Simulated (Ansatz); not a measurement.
## Electronic structure of WSe$_{2}$ in real space

Input file:

```
crystal:
  lattice:
    - [3.2899984505, -0.0493499768, -0.0493499768]
    - [-1.6877375588, 2.8738972249, -0.0180633452]
    - [-0.19455, -0.19455, 12.97]
  atoms:
    - { symbol: W, position: [0.3333333333, 0.6666666667, 0.25] }
    - { symbol: W, position: [0.6666666667, 0.3333333333, 0.75] }
    - { symbol: Se, position: [0.3333333333, 0.6666666667, 0.621] }
    - { symbol: Se, position: [0.6666666667, 0.3333333333, 0.121] }
    - { symbol: Se, position: [0.3333333333, 0.6666666667, 0.879] }
    - { symbol: Se, position: [0.6666666667, 0.3333333333, 0.379] }
kpoints:
  mp_grid: { grid: [11, 11, 3] }
scf:
  occupations: { method: fermi_dirac, width: 0.08 }
hamiltonian:
  xc: pbesol
  pseudopotentials: { kind: paw }
output:
  forces: true
  stress: true
  eigenvalues: true
  efg: { contact_densities: true }
  write_density: true
  write_potential: true
  elf: true
  volumetric_format: npy
```

Run with:

```sh
ansatz run input.yaml --threads 2 --pin off --max-ram 8192MiB --backend cpu --events-out ev --progress --plain --runs-dir out
```

Below, planes, directions and counts refer to the conventional cell (a = 3.25 Å, b = 3.29 Å, c = 12.97 Å, α = 88.29°, β = 87.64°, γ = 61.28°).

Space group P-1; changed on purpose from its base cell (equal xy, yz and zx shear strains of -3 %, PAW files); not relaxed (largest force 0.7 eV/Å).

All numbers below come from Ansatz, DFT, PBEsol, PAW with Ansatz's default frozen-core files, scalar-relativistic.

In a PAW calculation such maps are meaningful between the atoms, not at the nuclei.

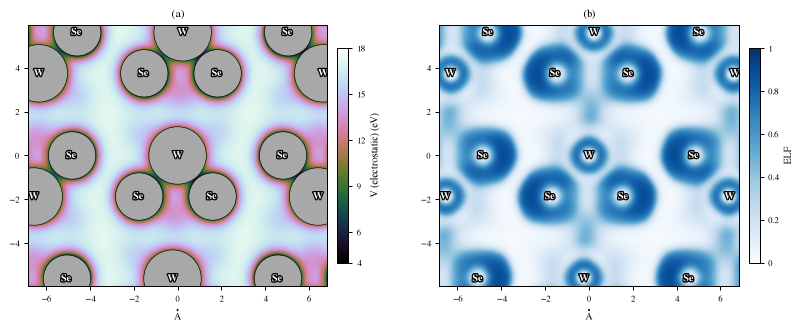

Figure 1. (a) electrostatic potential energy of an electron; (b) electron localisation function on the (11̄0) plane of the conventional cell. Grey discs cover the atomic cores in the potential map.

What does the map show?

The plane passes through W and Se nuclei.
W–Se (2.46 Å): the ELF is about 0.55 at the midpoint.
W–Se (2.56 Å): the ELF is about 0.50 at the midpoint.
The features right at W lie inside the PAW spheres, where the map follows smoothed inner orbitals and isn't to be read closely.
Outside the cores the potential energy rises away from the atoms and is highest about 2.4 Å from the nearest atoms; its zero is arbitrary.

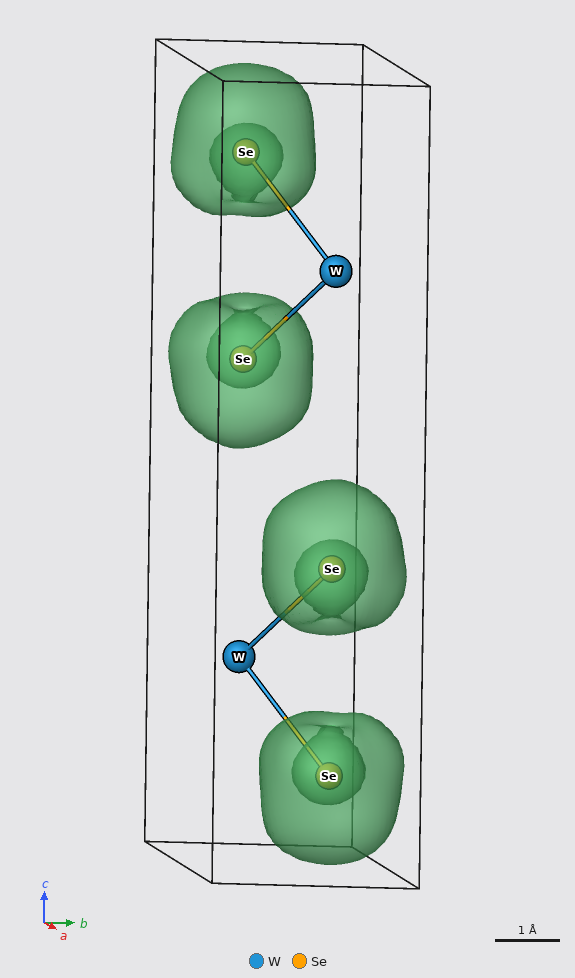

Figure 2. Isosurface of the electron localisation function at 0.65 (green), seen slightly off an axis. Core shells and regions of very low density are left out. Sticks mark near contacts.

Where are the electrons localised?

The ELF exceeds this value in four regions wrapped around Se (the valence shell of each), counted in one cell of 6 atoms. Any copies at cell faces, edges or corners count once. Along the contacts the grid gives the following. W–Se (2.54 Å): the ELF is about 0.55 at the midpoint.
